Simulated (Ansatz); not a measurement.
Ge₄H (slab)

The calculation's input:

```
crystal:
  lattice:
    - [8.0601468051, 0.0, 0.0]
    - [-4.0300734025, 6.9802918914, 0.0]
    - [0.0, 0.0, 21.6431764426]
  atoms:
    - { symbol: Ge, position: [0.6666666667, 0.3333333333, 0.4403235369] }
    - { symbol: Ge, position: [0.6666666667, 0.8333333333, 0.4403235369] }
    - { symbol: Ge, position: [0.1666666667, 0.3333333333, 0.4403235369] }
    - { symbol: Ge, position: [0.1666666667, 0.8333333333, 0.4403235369] }
    - { symbol: Ge, position: [0.5, 0.5, 0.4783325274] }
    - { symbol: Ge, position: [0.5, 0.0, 0.4783325274] }
    - { symbol: Ge, position: [0.0, 0.5, 0.4783325274] }
    - { symbol: Ge, position: [0.0, 0.0, 0.4783325274] }
    - { symbol: Ge, position: [0.0, 0.5, 0.592359499] }
    - { symbol: Ge, position: [0.0, 0.0, 0.592359499] }
    - { symbol: Ge, position: [0.5, 0.5, 0.592359499] }
    - { symbol: Ge, position: [0.5, 0.0, 0.592359499] }
    - { symbol: Ge, position: [0.8333333333, 0.6666666667, 0.6303684895] }
    - { symbol: Ge, position: [0.8333333333, 0.1666666667, 0.6303684895] }
    - { symbol: Ge, position: [0.3333333333, 0.6666666667, 0.6303684895] }
    - { symbol: Ge, position: [0.3333333333, 0.1666666667, 0.6303684895] }
    - { symbol: H, position: [0.6666666667, 0.3333333333, 0.3696315105] }
    - { symbol: H, position: [0.6666666667, 0.8333333333, 0.3696315105] }
    - { symbol: H, position: [0.1666666667, 0.3333333333, 0.3696315105] }
    - { symbol: H, position: [0.1666666667, 0.8333333333, 0.3696315105] }
basis:
  ecutwfc: 420
kpoints:
  mp_grid: { grid: [3, 3, 1] }
hamiltonian:
  xc: pbe
  dispersion: d3bj
scf:
  occupations: { method: gaussian, width: 0.1 }
output:
  forces: true
  eigenvalues: true
  write_density: true
  write_potential: true
  elf: true
  volumetric_format: npy
relax:
  adjacent_minimum: "off"
  f_tol: 0.03
  max_steps: 70
  constraints: [{ sites: [0, 1, 2, 3, 4, 5, 6, 7] }]
efield:
  axis: 3
  dipole_correction: true
  ramp_width: 0.04
```

Command:

```sh
ansatz run input.yaml --threads 4 --pin off --max-ram 10240MiB --backend cpu --events-out ev --progress --plain --runs-dir out
```

The fields are those of the run's last geometry, not of the input's.

These are results of DFT PBE+D3(BJ), scalar-relativistic, plane waves, PAW (Ansatz), not measurements.

In a PAW calculation such maps are meaningful between the atoms, not at the nuclei.

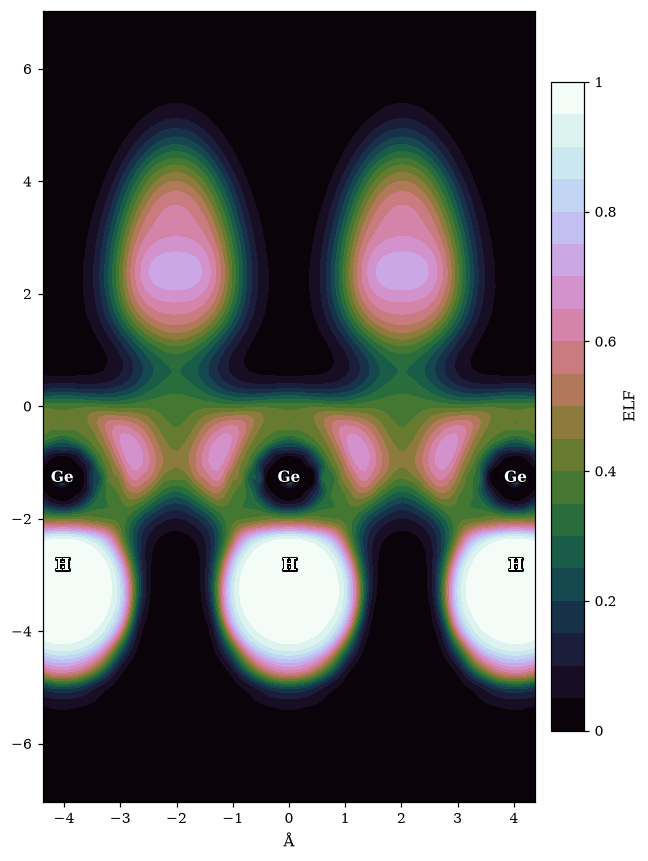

Figure 1. ELF on the (010) plane of the calculation cell, a cut from vacuum to vacuum.

Question: Read the bonding off the picture.

Answer:
- The plane passes through Ge and H nuclei.
- Ge–H (1.56 Å): the ELF climbs to about 1 towards the hydrogen.
- The features right at Ge lie inside the PAW spheres, where the map follows smoothed inner orbitals and isn't to be read closely.

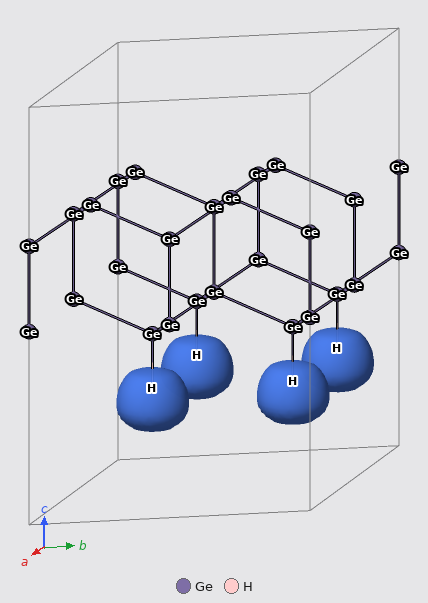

Figure 2. Isosurface of the electron localisation function at 0.85 (blue), seen slightly off an axis. Only the valence region is drawn (cores and ρ < 0.01 e/Å³ removed). Sticks mark near contacts.

Question: Describe the localisation domains.

Answer: The surface consists of four regions around hydrogen nuclei, counted in one cell of 20 atoms. Counts are for one cell; the picture repeats the cell along the surface. Along the contacts the grid gives the following. Ge–Ge (2.47 Å): the ELF peaks at about 0.70 between the atoms.

Question: Does the calculation give a band gap?

Answer: It is metallic or semimetallic at this level of theory: no gap opens.
